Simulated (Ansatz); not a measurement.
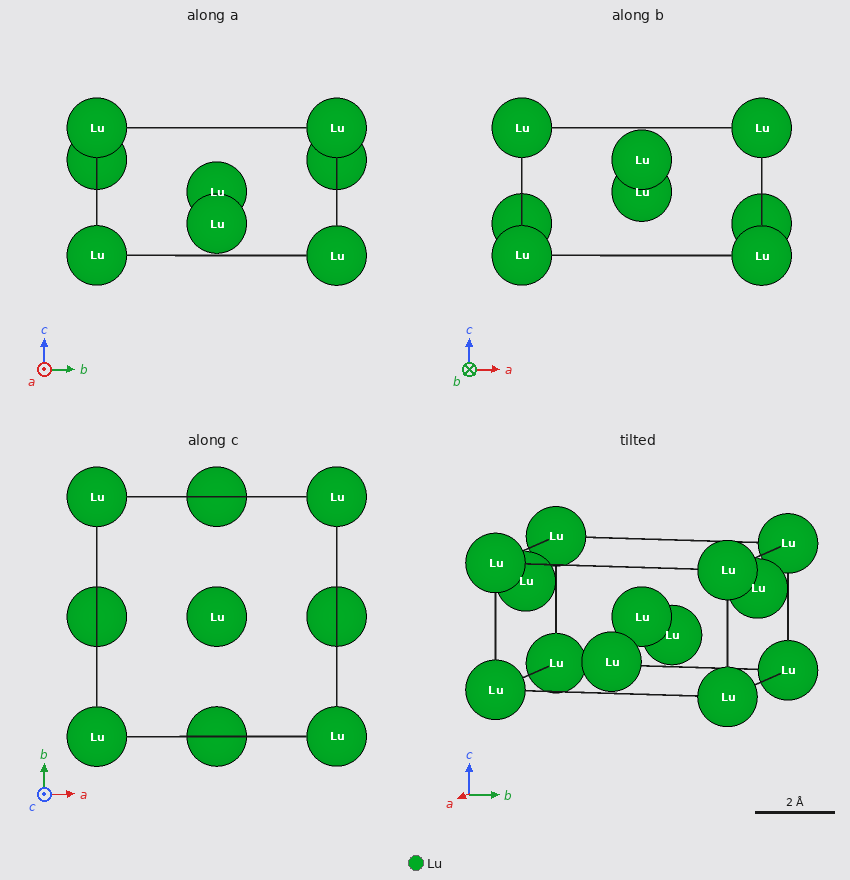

View along the a axis, along the b axis, along the c axis and slightly off an axis, drawn as a spheres-only model. The drawn cell (a repeat of the simulation cell) is drawn as a box.

Lattice parameters: a = 6.134 Å, b = 6.134 Å, c = 3.266 Å, α = 90.04°, β = 90.04°, γ = 89.96°. Put a along x and b in the xy plane.

Question: Turn the picture into a POSCAR file.

Answer:
```
Lu
1.0
     6.134    0.000    0.000
     0.004    6.134    0.000
    -0.002   -0.002    3.266
Lu
4
Direct
  0.0001 0.0000 0.0001
  0.0000 0.5001 0.2501
  0.5000 0.0001 0.7501
  0.5001 0.5000 0.5001
```

The model was built from a structure type filled with this element by a generator (whether the element takes this form wasn't checked). Earlier steps of the study may have refined or changed the cell and positions. It was run through Ansatz as a DFT input.
